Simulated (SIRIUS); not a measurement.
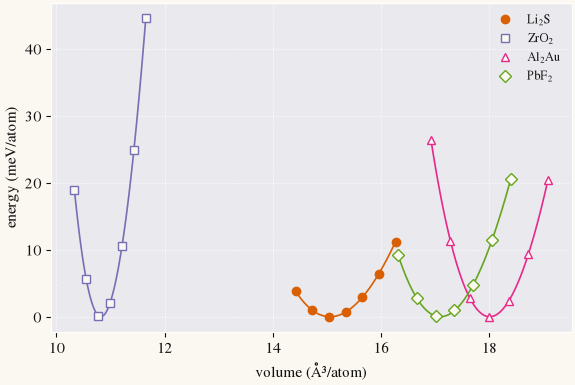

Plotted: energy against volume, with one curve for each compound, for Al₂Au, Li₂S, PbF₂ and ZrO₂ (all in space group Fm-3m (No. 225)).

Computed with SIRIUS 7.12.0: all-electron LAPW DFT, no spin polarisation; energies at scaled volumes of the given cell, shape and fractions fixed, counted from the fit's minimum, third-order Birch-Murnaghan fit. Level: PBEsol.

```csv
setting,value
occupations,Fermi–Dirac
smearing width,0.05 eV
potentials,all electron FP LAPW
```

Settings that differ: Li2S: k mesh 8×8×8; ZrO2: k mesh 9×9×9; Al2Au: k mesh 8×8×8; PbF2: k mesh 8×8×8.

> Order the curves by fitted equilibrium volume, smallest first.

ZrO₂ 10.820, Li₂S 15.055, PbF₂ 17.094, Al₂Au 18.005 Å³/atom.

> Order the curves by fitted bulk modulus, smallest first.

Li₂S 42.2, PbF₂ 76.0, Al₂Au 114.2, ZrO₂ 254.2 GPa.

Limits of the calculation: spin-orbit coupling left out, heavy elements (Al2Au, PbF2).

The computed values:

Li₂S:
| volume (Å³/atom) | energy (meV/atom) |
| --- | --- |
| 14.42 | 3.77 |
| 14.73 | 0.96 |
| 15.04 | −0.01 |
| 15.34 | 0.72 |
| 15.65 | 2.90 |
| 15.96 | 6.41 |
| 16.26 | 11.19 |

ZrO₂:
| volume (Å³/atom) | energy (meV/atom) |
| --- | --- |
| 10.33 | 18.93 |
| 10.55 | 5.57 |
| 10.77 | 0.13 |
| 10.99 | 2.12 |
| 11.21 | 10.50 |
| 11.43 | 24.90 |
| 11.65 | 44.56 |

Al₂Au:
| volume (Å³/atom) | energy (meV/atom) |
| --- | --- |
| 16.92 | 26.37 |
| 17.28 | 11.33 |
| 17.64 | 2.73 |
| 18.00 | 0.02 |
| 18.36 | 2.35 |
| 18.72 | 9.40 |
| 19.08 | 20.34 |

PbF₂:
| volume (Å³/atom) | energy (meV/atom) |
| --- | --- |
| 16.31 | 9.23 |
| 16.66 | 2.72 |
| 17.01 | 0.06 |
| 17.35 | 1.03 |
| 17.70 | 4.74 |
| 18.05 | 11.44 |
| 18.39 | 20.60 |
